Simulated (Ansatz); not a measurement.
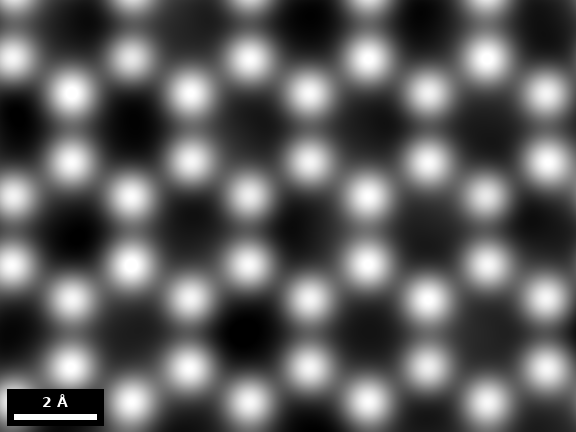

An image along [001] of one of the structures below (computed or model cells, partly hypothetical, each in its standard cell). Simulated incoherent Z contrast: every atom adds Z^1.6 spread by a probe of 1.05 Å full width; channelling and multiple scattering are left out. The probe carries 25 % of its weight in a tail 2.5 times as wide. The speckle of an amorphous layer was added.

A. Al
Space group Fd-3m:1 (No. 227). a = 5.949 Å, b = 5.949 Å, c = 5.949 Å, α = 90.00°, β = 90.00°, γ = 90.00°
```
atom  site  symmetry       x       y       z
  Al    8b      -43m  0.2500  0.2500  0.7500
```

B. Al
Space group Pm-3m (No. 221). a = 2.735 Å, b = 2.735 Å, c = 2.735 Å, α = 90.00°, β = 90.00°, γ = 90.00°
```csv
atom,site,symmetry,x,y,z
Al,1a,m-3m,0.0000,0.0000,0.0000
```

C. Al
Space group Im-3m (No. 229). a = 3.257 Å, b = 3.257 Å, c = 3.257 Å, α = 90.00°, β = 90.00°, γ = 90.00°
```json
{"atom": "Al", "site": "2a", "symmetry": "m-3m", "x": "0.0000", "y": "0.0000", "z": "0.0000"}
```

D. Al
Space group P6_3/mmc (No. 194). a = 2.888 Å, b = 2.888 Å, c = 4.884 Å, α = 90.00°, β = 90.00°, γ = 120.00°
```json
{"atom": "Al", "site": "2c", "symmetry": "-6m2", "x": "0.3333", "y": "0.6667", "z": "0.2500"}
```

Which structure was imaged?

Answer. D, Al. Along [001] the projected cells are A 2.10 × 2.10 Å, 90°; B 2.74 × 2.74 Å, 90°; C 2.30 × 2.30 Å, 90°; D 2.89 × 2.89 Å, 120°. The image repeats as D does.

Structure D: the geometry relaxed with DFT, BLYP, plane waves (420 eV) with PAW, scalar-relativistic (Ansatz); the starting structure was generated, so it need not be a known form of this composition.
